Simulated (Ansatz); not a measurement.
# CdSe: band-structure calculation

CdSe (F-43m, 2 atoms in the cell), computed with DFT, PBE, plane waves, PAW, no spin polarisation (Ansatz 0.2.0).

The structure was built on a prototype by a generator. The geometry comes from this level: r2SCAN (a point of a series of strains). Figures and captions count atoms from 1; the log counts them from 0 in places.

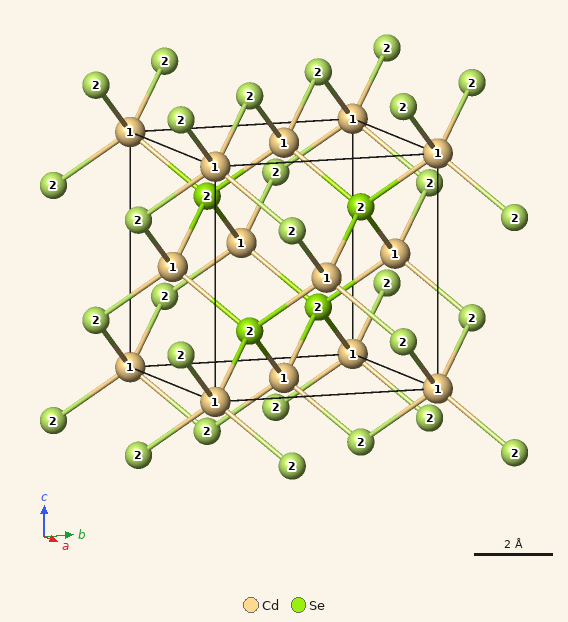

Figure 1. The structure (ball-and-stick view of the cell 4 times as large as that of the calculation, set on its symmetry axes, seen slightly off an axis; neighbours outside the cell are drawn fainter; atoms are numbered from 1 in the order of the input). An atom can appear more than once, as a periodic image. Near neighbours in the periodic cell (some may lie outside the picture): Cd has 4 Se at 2.66 Å; Se has 4 Cd at 2.66 Å.

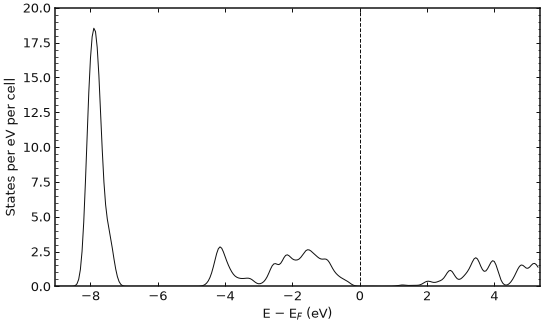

Figure 2. Density of states (the curve is built from the levels of the k mesh with Gaussians 0.3 eV wide, which also blur the band edges), with energies from the Fermi level. Small ripples come from the finite k-point mesh.

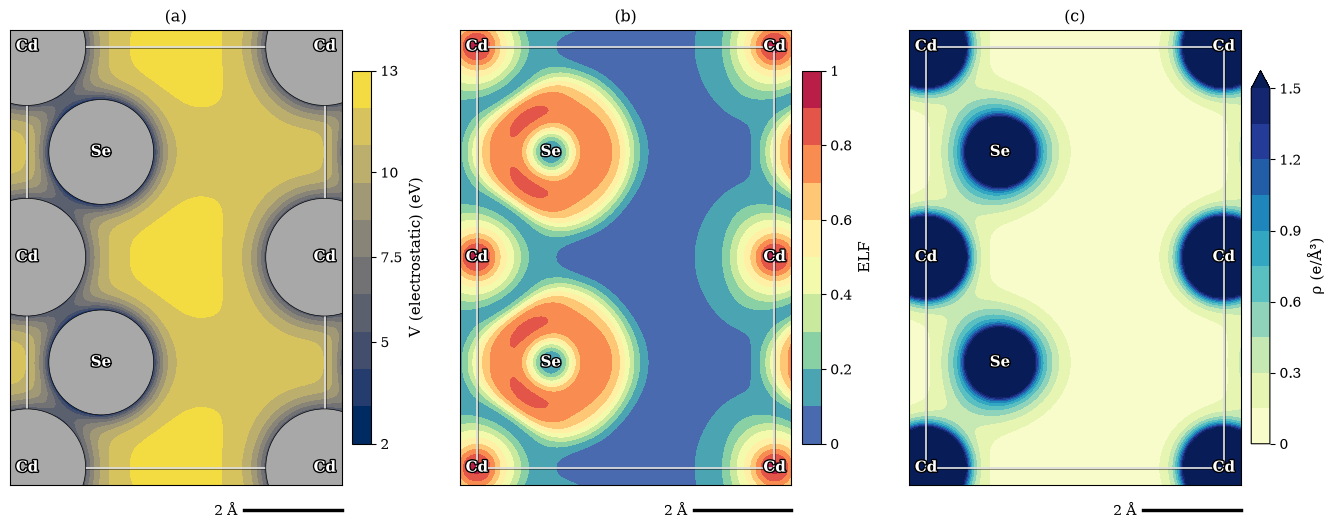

Figure 3. (a) electrostatic potential energy of an electron; (b) electron localisation function; (c) valence pseudo-density on the (101) plane of the conventional cell. Grey discs, where drawn, cover atomic cores. Atoms in the plane: Cd and Se. Cd–Se (2.66 Å): the density is about 0.37 e/Å³ at the midpoint; the ELF is about 0.40 at the midpoint. Away from the nuclei the density in this plane falls to 0.008 e/Å³ at its lowest. The strong features right at Cd lie inside the PAW spheres (semicore, d or f shells) and say nothing about bonding. Outside the cores the potential energy rises away from the atoms and is highest about 2.6 Å from the nearest atoms; outside the discs it spans about 10 eV, and its zero is arbitrary. In a PAW calculation such maps are meaningful between the atoms, not at the nuclei.

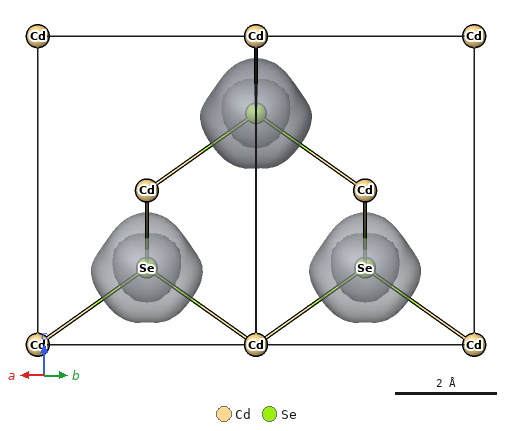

Figure 4. Isosurface of the electron localisation function at 0.75 (grey), seen along [110]. Core shells and regions of very low density are left out. Sticks mark near contacts. The outline is the cell set on symmetry axes. Profiles from the grid: Cd–Se (2.66 Å): the ELF is about 0.40 at the midpoint.

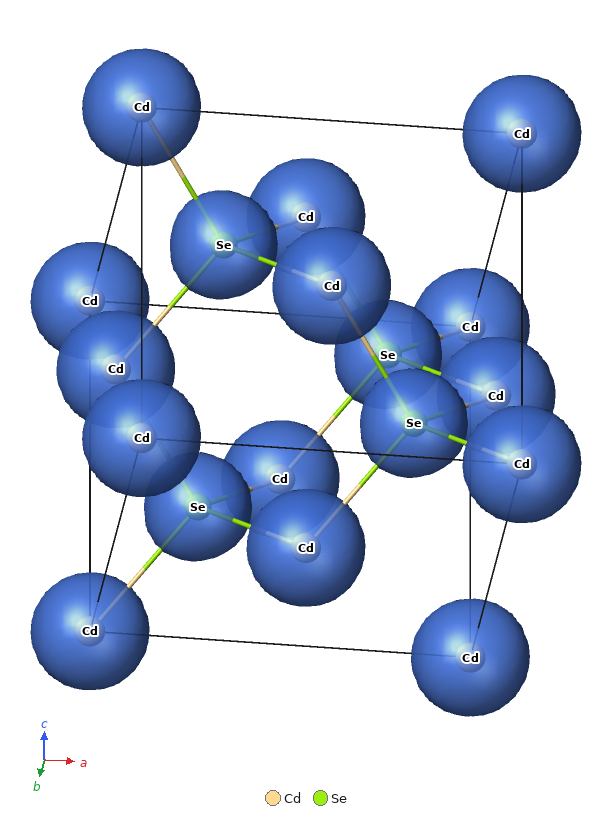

Figure 5. Isosurface of the valence pseudo-density at 0.8 e/Å³ (blue), seen at an oblique angle. Sticks mark near contacts. The outline is the cell set on symmetry axes. At this value the density breaks into separate islands; it holds about 80 % of the electrons treated as valence (semicore included). It is pinched off along the Cd–Se (2.66 Å) contacts. On the grid the lowest density along these lines, outside the cores, is 0.36 e/Å³ (Cd–Se, 2.66 Å).

These pictures come from the run below.

**Input file**
```yaml
crystal:
  lattice:
    - [0.0, 3.0677809654, 3.0677809654]
    - [3.0677809654, 0.0, 3.0677809654]
    - [3.0677809654, 3.0677809654, 0.0]
  atoms:
    - { symbol: Cd, position: [0.0, 0.0, 0.0] }
    - { symbol: Se, position: [0.25, 0.25, 0.25] }
kpoints:
  mp_grid: { grid: [8, 8, 8] }
  band_path:
    path:
      - [0.0, 0.0, 0.0]
      - [-0.5, -0.5, 0.0]
      - [-0.375, -0.375, 0.25]
      - [-0.375, 0.0, 0.375]
      - [0.0, 0.0, 0.5]
      - [-0.5, -0.25, 0.25]
    npoints: 1
hamiltonian:
  xc: pbe
scf:
  occupations: { method: fermi_dirac, width: 0.02 }
  n_extra_bands: 4
output:
  forces: true
  stress: true
  eigenvalues: true
  write_density: true
  write_potential: true
  elf: true
  volumetric_format: npy
```

Launch command:
```bash
ansatz run input.yaml --threads 2 --pin off --max-ram 29491MiB --backend cpu --events-out ev --progress --plain --runs-dir out
```

**Log**
```
scf.n_extra_bands = 4 over 18 filled bands (N_el = 36.0): the run solves 22 bands
Engine: ansatz 0.2.0, x86_64-unknown-linux-gnu
Pseudopotentials: kind: paw
Pseudopotential: Cd, paw, valence charge 20, recommended cutoff 420 eV (normal), Cd.paw.azcp
Pseudopotential: Se, paw, valence charge 16, recommended cutoff 420 eV (normal), Se.paw.azcp
Functional definition: PBE
  parameter kappa = 0.804
  parameter beta = 0.06672455060314922
  exchange = pbe_x(kappa = kappa, mu = beta*pi^2/3)
  correlation = pbe_c(beta = beta)
Crystal: 2 atoms, lattice volume = 57.743 Å³
Basis set: ecut = 420 eV, 1139 PW (Γ), exchange–correlation on 60×60×60 points (8 copies of the dense FFT grid, shifted against one another)
Bands: 22, of which v1, the nominal top of the filled ones, is band 18 counted from 1 (17 counted from 0)
Symmetry: 24 space group operations
Space group: F-43m (ITA 216), of the structure as read, at distance tolerance 3.9e-5 Å
k-points: 29 of 512 (time reversal used)
Non-local potential: Cd, projectors of the file, l = 0: 3, l = 1: 2, l = 2: 2, l = 3: 1
Non-local potential: Se, projectors of the file, l = 0: 2, l = 1: 2, l = 2: 3, l = 3: 1
PAW form: soft (Blöchl's): semilocal exchange-correlation on the pseudo side does not see the compensation charge
PAW one-centre angular grid: Cd, 590 points (default); XC on 64 Gauss nodes
PAW one-centre angular grid: Se, 590 points (default); XC on 64 Gauss nodes
Initial density: superposition of atomic densities (neutral atoms: chi_scale 0, normalization atom), corrected by the library's trained network
Initial wavefunctions: pseudopotential atomic-orbital guess
Functional: x = pbe(κ = 0.804, μ = 0.2195149727645171), c = pbe(β = 0.06672455060314922)
SCF iter   1: F=—  HF=-13724.788280 eV  |F-HF|=—  |Δ(HF+E_count)|=         —  Δρ=1.03e-3  dr2=1.31e-3  ethr=1.77e-3  ⟨swp⟩=6.0  Hψ=2763  notcnv=0
preconditioner: auto → none  [insulator: Δε(μ)=0.541 eV  Ē_g=12.041 eV  σ=0.020 eV  W_gap=1.00  n_scr=14 (ndim 8)  ℏωp=20.7 eV  f_vac=0.214  D(μ)=0.00/eV (n_scr^D=0)  ε∞_Penn≈4.0]
SCF iter   2: F=—  HF=-13724.788728 eV  |F-HF|=—  |Δ(HF+E_count)|=   4.48e-4  Δρ=3.81e-4  dr2=6.92e-5  ethr=3.64e-6  ⟨swp⟩=2.0  Hψ=1247  notcnv=0
SCF iter   3: F=—  HF=-13724.788760 eV  |F-HF|=—  |Δ(HF+E_count)|=   3.24e-5  Δρ=1.59e-4  dr2=1.44e-5  ethr=1.92e-7  ⟨swp⟩=2.0  Hψ=1111  notcnv=0
SCF iter   4: F=—  HF=-13724.788784 eV  |F-HF|=—  |Δ(HF+E_count)|=   2.41e-5  Δρ=7.52e-5  dr2=3.82e-6  ethr=4.00e-8  ⟨swp⟩=2.0  Hψ=879  notcnv=0
SCF iter   5: F=—  HF=-13724.788793 eV  |F-HF|=—  |Δ(HF+E_count)|=   8.44e-6  Δρ=2.06e-5  dr2=2.45e-7  ethr=1.06e-8  ⟨swp⟩=2.0  Hψ=899  notcnv=0
SCF iter   6: F=-13724.788793 eV  HF=-13724.788793 eV  |F-HF|=1.62e-8  |Δ(HF+E_count)|=   6.19e-7  Δρ=3.84e-6  dr2=8.00e-9  ethr=2.78e-10  ⟨swp⟩=9.5  Hψ=4310  notcnv=0
SCF 1 converged in 6 iterations: F = -13724.788793 eV  dr2 = 8.00e-9
  greatest PAW one-centre occupation: 1.000 electrons in one spin orbital (limit 2), on the Cd atom at site 0 (counted from 0), in its partial waves of l = 0
NSCF: frozen V_eff on 6 k-points
SCF converged after 6 iterations
Free energy (F): -13724.788793 eV
Harris-Foulkes:  -13724.788793 eV  (|F-HF|=1.62e-8)
Internal energy: -13724.788793 eV  (E = F + TS)
E sigma→0 (E₀):  -13724.788793 eV
Fermi energy:    7.393814 eV
--- Per-component energies (eV) ---
  E_band       = -901.169770
  E_kinetic    = 623.422385
  E_local      = -6436.123183  (includes V_loc(G=0)·N_el)
  E_nonlocal   = -562.258265
  E_hartree    = 3057.417957
  E_xc         = -280.875135
  E_vxc        = -319.696023  (∫ρ·V_xc dr)
  E_paw        = -5994.734505  (= ΣΔE_a)
  E_vpaw       = -321.348207  (= ΣTr[D̂ρ^β])
  E_aug_tail   = -0.000609  (compensation charges beyond the density's cutoff)
  E_ewald      = -4131.637438
  E_smearing   = -0.000000  (= −TS)
  E_closure    = -0.000000  (closes the sum)
  Σ components = -13724.788793   (vs F -13724.788793, Δ=0.00e0)
--- Forces (eV/Å), atoms counted from 1 ---
  atom   1  Cd     0.00000000    -0.00000000     0.00000000
  atom   2  Se    -0.00000000     0.00000000    -0.00000000
  max |Σ_I F_I| component: 7.40e-17 eV/Å
--- Stress (GPa, compression-positive) ---
        1.409440       0.000000      -0.000000
        0.000000       1.409440       0.000000
       -0.000000       0.000000       1.409440
  P = ⅓ Tr σ = 1.4094 GPa (14.094 kbar)
--- Band table (eV; the first three rows and the last of 29) ---
  k-point 0: bands = ["-94.4718", "-55.5408", "-55.5408", "-55.5408", "-39.4959", "-39.4959", "-39.4959", "-39.4927", "-39.4927", "-5.3434", "-0.7378", "-0.7378", "-0.7378", "-0.3904", "-0.3904", "7.1050", "7.1050", "7.1050", "7.6603", "13.0469", "13.0469", "13.0469"]
  k-point 1: bands = ["-94.4718", "-55.5408", "-55.5408", "-55.5408", "-39.4959", "-39.4959", "-39.4959", "-39.4927", "-39.4927", "-5.2927", "-0.7219", "-0.7219", "-0.6913", "-0.3912", "-0.3912", "5.9172", "6.9864", "6.9864", "8.6550", "12.8250", "13.2423", "13.2423"]
  k-point 2: bands = ["-94.4718", "-55.5409", "-55.5408", "-55.5408", "-39.4959", "-39.4958", "-39.4958", "-39.4927", "-39.4927", "-5.1692", "-0.6869", "-0.6869", "-0.5354", "-0.3884", "-0.3884", "4.5108", "6.7237", "6.7237", "9.3558", "13.0216", "13.5508", "13.5508"]
  k-point 28: bands = ["-94.4718", "-55.5410", "-55.5410", "-55.5409", "-39.4959", "-39.4959", "-39.4958", "-39.4927", "-39.4927", "-4.8825", "-0.5630", "-0.5596", "-0.4219", "-0.3856", "0.0600", "3.2474", "4.9732", "5.0091", "12.0278", "12.3245", "13.5297", "14.7087"]
```

**File bands.tsv**
```
# k_distance	band_0	band_1	band_2	band_3	band_4	band_5	band_6	band_7	band_8	band_9	band_10	band_11	band_12	band_13	band_14	band_15	band_16	band_17	band_18	band_19	band_20	band_21
# fermi_ev = 7.393814
# lock_threshold_ev = 1e-6
# [0, 0, 0] at k_distance = 0.000000
# [-0.5, -0.5, 0] at k_distance = 1.024060
# [-0.375, -0.375, 0.25] at k_distance = 1.386120
# [-0.375, 0, 0.375] at k_distance = 2.013227
# [0, 0, 0.5] at k_distance = 2.640333
# [-0.5, -0.25, 0.25] at k_distance = 3.364453
# levels_relative_to = fermi_ev
# free_energy_ev = -13724.788793
# largest_residual_norms_ev = 1.394e-3 5.786e-4 5.834e-4 6.553e-4 2.999e-4 1.343e-4 1.606e-4 1.338e-4 1.594e-4 2.225e-4 1.293e-4 1.777e-4 1.534e-4 1.024e-4 1.864e-4 4.363e-4 1.050e-3 1.167e-3 4.119e-4 7.286e-4 1.946e-3 1.829e-3
0.000000	-101.865635	-62.934616	-62.934616	-62.934616	-46.889668	-46.889668	-46.889668	-46.886558	-46.886558	-12.737170	-8.131650	-8.131650	-8.131650	-7.784245	-7.784245	-0.288799	-0.288799	-0.288799	0.266531	5.653098	5.653098	5.653098
1.024060	-101.865626	-62.934876	-62.934724	-62.934724	-46.889801	-46.889624	-46.889624	-46.886566	-46.886498	-12.275483	-7.949061	-7.889406	-7.889406	-7.730127	-7.447585	-4.245017	-2.050671	-2.050671	2.906861	3.452383	8.678191	9.773456
1.386120	-101.865627	-62.934835	-62.934771	-62.934705	-46.889758	-46.889659	-46.889631	-46.886552	-46.886510	-12.285517	-7.979875	-7.927589	-7.845664	-7.757008	-7.368640	-4.177861	-2.692320	-1.730984	3.430481	4.809575	7.904588	8.235254
2.013227	-101.865627	-62.934835	-62.934771	-62.934705	-46.889758	-46.889659	-46.889631	-46.886552	-46.886510	-12.285517	-7.979875	-7.927589	-7.845664	-7.757008	-7.368640	-4.177861	-2.692320	-1.730984	3.430481	4.809575	7.904588	8.235254
2.640333	-101.865629	-62.934884	-62.934674	-62.934674	-46.889744	-46.889649	-46.889649	-46.886538	-46.886538	-12.386115	-8.044023	-8.044023	-7.762448	-7.762448	-7.509239	-4.519053	-1.000217	-1.000217	2.075295	6.158666	6.158666	7.040261
3.364453	-101.865626	-62.934808	-62.934776	-62.934720	-46.889733	-46.889690	-46.889623	-46.886547	-46.886514	-12.276288	-7.956821	-7.953444	-7.815718	-7.779374	-7.333829	-4.146427	-2.420574	-2.384704	4.634009	4.930693	6.135858	7.314860
```

**File rho_z.tsv**
```
# z_ang	rho[e/angstrom^3]
# format = ansatz-planar-average/11
# lattice	0.000000000	3.067780965	3.067780965
# lattice	3.067780965	0.000000000	3.067780965
# lattice	3.067780965	3.067780965	0.000000000
# sites	2
# site	48	0.000000000	0.000000000	0.000000000
# site	34	1.533890483	1.533890483	1.533890483
0.000000	1.381159e0
0.144617	1.347582e0
0.289233	1.215322e0
0.433850	1.060192e0
0.578466	9.734219e-1
0.723083	1.018492e0
0.867699	1.171328e0
1.012316	1.297972e0
1.156933	1.251252e0
1.301549	1.015625e0
1.446166	7.115617e-1
1.590782	4.607991e-1
1.735399	3.003884e-1
1.880016	2.092715e-1
2.024632	1.576892e-1
2.169249	1.252720e-1
2.313865	1.015773e-1
2.458482	8.384224e-2
2.603098	7.219994e-2
2.747715	6.621166e-2
2.892332	6.630514e-2
3.036948	7.446282e-2
3.181565	9.472711e-2
3.326181	1.369248e-1
3.470798	2.178823e-1
3.615415	3.562763e-1
3.760031	5.605194e-1
3.904648	8.149572e-1
4.049264	1.076370e0
4.193881	1.283824e0
```

**File v_z.tsv**
```
# z_ang	v_es[eV]	v_tot[eV]
# format = ansatz-planar-average/11
# xc	pbe
# density_cutoff_ev	1680
# datasets	Cd=:simpson_from_first_knot:soft	Se=:simpson_from_first_knot:soft
# lattice	0.000000000	3.067780965	3.067780965
# lattice	3.067780965	0.000000000	3.067780965
# lattice	3.067780965	3.067780965	0.000000000
# sites	2
# site	48	0.000000000	0.000000000	0.000000000
# site	34	1.533890483	1.533890483	1.533890483
0.000000	3.033903e0	-8.136873e0
0.144617	2.301186e0	-9.156618e0
0.289233	1.856960e0	-9.730404e0
0.433850	1.810041e0	-9.796272e0
0.578466	2.107224e0	-9.438033e0
0.723083	2.649962e0	-8.755495e0
0.867699	3.365674e0	-7.807006e0
1.012316	4.181807e0	-6.656574e0
1.156933	4.991551e0	-5.438588e0
1.301549	5.680975e0	-4.284834e0
1.446166	6.227400e0	-3.228272e0
1.590782	6.730396e0	-2.189212e0
1.735399	7.296824e0	-1.075376e0
1.880016	8.018871e0	1.753913e-1
2.024632	8.920282e0	1.584689e0
2.169249	9.849816e0	3.005485e0
2.313865	1.055143e1	4.141721e0
2.458482	1.091611e1	4.878437e0
2.603098	1.103255e1	5.265456e0
2.747715	1.096467e1	5.304085e0
2.892332	1.072842e1	5.084999e0
3.036948	1.029837e1	4.579754e0
3.181565	9.623143e0	3.579737e0
3.326181	8.755623e0	2.147287e0
3.470798	7.820868e0	5.282390e-1
3.615415	6.914690e0	-1.126116e0
3.760031	6.073181e0	-2.719630e0
3.904648	5.291095e0	-4.219214e0
4.049264	4.555705e0	-5.616887e0
4.193881	3.823639e0	-6.910212e0
```

**Summary**

```tsv
quantity	value
outcome	converged
space group (tolerance 0.01 Å)	F-43m (216)
electrons treated	36
free energy	−13724.7888 eV
Fermi energy	7.394 eV
band gap	0.56 eV
pressure	1.41 GPa
largest force (length of the vector)	under 0.001 eV/Å
hardware	2 threads of AMD EPYC (Zen 3), 1656 GiB of memory available, shared host
wall time	1.6 s (CPU time 2.9 s)
peak memory	0.49 GiB
```
